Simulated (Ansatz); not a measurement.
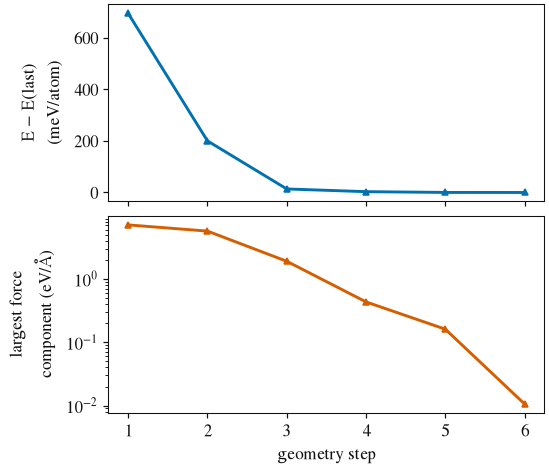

History of a geometry optimisation. The run: Ti4O (slab, 5 atoms in the cell), by DFT r2SCAN, scalar-relativistic, plane waves, PAW (Ansatz); cutoff 500 eV, 11×11×1 k-mesh, Gaussian smearing of 0.1 eV. Only the atoms move.

The optimisation met its thresholds at geometry 6, counting the start as the first. The energy fell by about 700 meV/atom from the first step to the last. The largest force component goes from about 7.1 eV/Å at the start to 0.011 eV/Å at the end.
